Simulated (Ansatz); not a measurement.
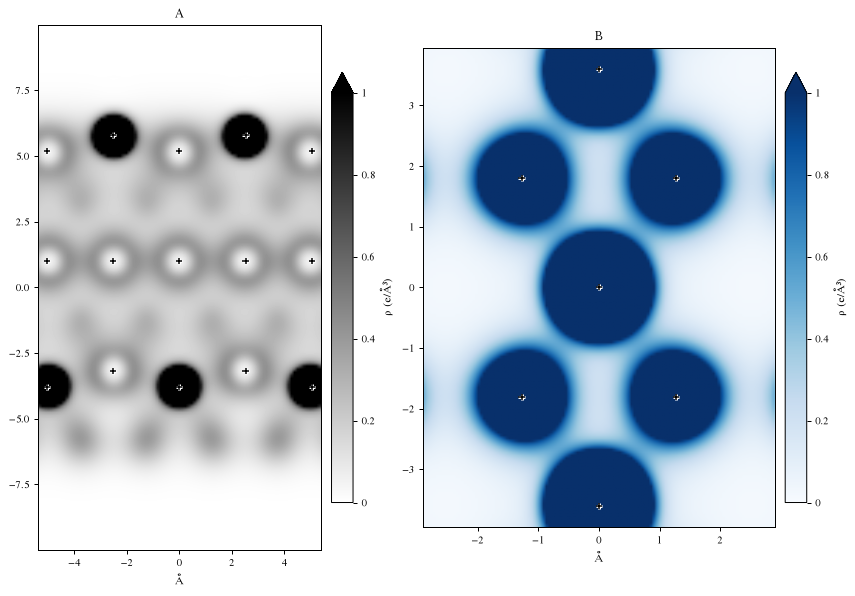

The valence pseudo-density of 2 systems, each on a plane through atoms (crosses mark nuclei in the plane).

All numbers below come from DFT PBE, scalar-relativistic, plane waves, PAW in Ansatz.

System 1: HfO$_{2}$, the (101) plane of the conventional cell. Space group Fm-3m.

```
CELL_PARAMETERS angstrom
5.09761 0.00000 0.00000
0.00000 5.09761 0.00000
0.00000 0.00000 5.09761
ATOMIC_POSITIONS crystal
Hf 0.00000 0.00000 0.00000
Hf 0.50000 0.50000 0.00000
Hf 0.50000 0.00000 0.50000
Hf 0.00000 0.50000 0.50000
O 0.25000 0.25000 0.25000
O 0.75000 0.75000 0.25000
O 0.75000 0.25000 0.75000
O 0.25000 0.75000 0.75000
O 0.75000 0.25000 0.25000
O 0.25000 0.75000 0.25000
O 0.25000 0.25000 0.75000
O 0.75000 0.75000 0.75000
```

System 2: TiSi$_{2}$ (slab), the (110) plane of the calculation cell, a cut from vacuum to vacuum. Not relaxed (largest force 1.2 eV/Å); computed without spin polarisation.

```cif
data_structure
_symmetry_space_group_name_H-M 'P 1'
_symmetry_Int_Tables_number 1
_cell_length_a 3.5476
_cell_length_b 3.5792
_cell_length_c 26.5721
_cell_angle_alpha 90.000
_cell_angle_beta 90.000
_cell_angle_gamma 90.000
_cell_volume 337.40
loop_
_atom_site_label
_atom_site_type_symbol
_atom_site_fract_x
_atom_site_fract_y
_atom_site_fract_z
_atom_site_occupancy
Si1 Si 0.00000 0.25000 0.28225 1
Si2 Si 0.50000 0.75000 0.28243 1
Ti1 Ti 0.50000 0.25000 0.35727 1
Si3 Si 0.00000 0.75000 0.37974 1
Si4 Si 0.00000 0.25000 0.44011 1
Ti2 Ti 0.50000 0.75000 0.46258 1
Si5 Si 0.50000 0.25000 0.53742 1
Si6 Si 0.00000 0.75000 0.53760 1
Ti3 Ti 0.00000 0.25000 0.61243 1
Si7 Si 0.50000 0.75000 0.63491 1
Si8 Si 0.50000 0.25000 0.69528 1
Ti4 Ti 0.00000 0.75000 0.71775 1
```

Q: Match each panel to its system.

A: Panel A is system 2, TiSi$_{2}$: the plane holds Ti and Si. Ti–Si (2.59 Å): ρ at the midpoint is about 0.31 e/Å³. Panel B is system 1, HfO$_{2}$: the plane holds Hf and O. Hf–O (2.21 Å): ρ is about 0.56 e/Å³ halfway.
